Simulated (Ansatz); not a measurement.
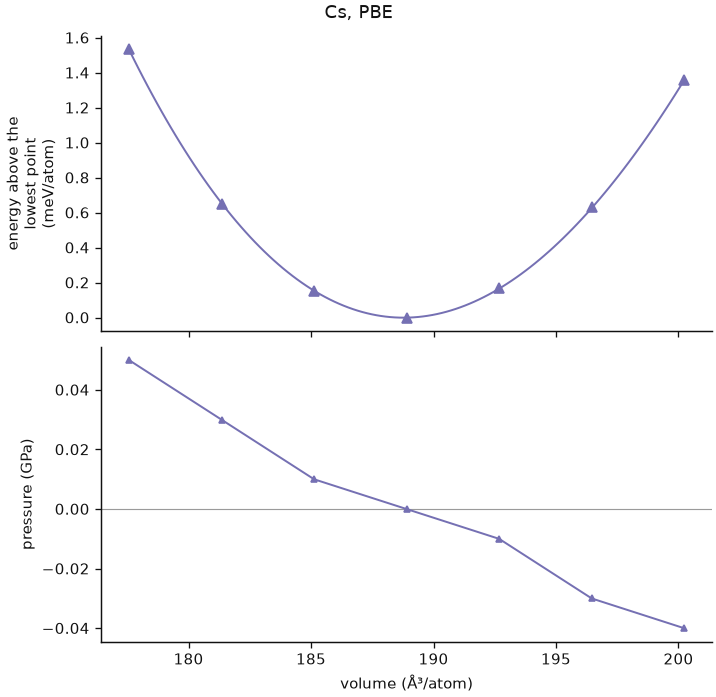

The picture above shows the energy above the lowest point and pressure against volume for Cs, space group Fd-3m (No. 227) (one of a set of cubic test structures, which need not be the stable phase).

How it was computed, with Ansatz 0.2.0 development build: equation of state of a cubic crystal from periodic Kohn-Sham density functional theory without spin, third-order Birch-Murnaghan fit to the free energies; pressure corrected for the finite basis. Level: PBE.

structure type diamond; atoms in cell 2; space group number 227; lattice centring face-centred primitive; k mesh 9×9×9; occupation method Fermi–Dirac; occupation width 0.06123 eV; wave cutoff 520 eV; datasets hand-made PAW; density tolerance 1e−09 eV; bands 13; density cutoff ratio 4; search for lower states default.

Give the values behind the plot as a table.

| volume (Å³/atom) | energy above the lowest point (meV/atom) | pressure (GPa) |
| --- | --- | --- |
| 177.6 | 1.533 | 0.05 |
| 181.3 | 0.650 | 0.03 |
| 185.1 | 0.150 | 0.01 |
| 188.9 | 0.000 | 0.00 |
| 192.7 | 0.170 | −0.01 |
| 196.5 | 0.630 | −0.03 |
| 200.2 | 1.359 | −0.04 |

Note: cubic model structure, not the ambient form.
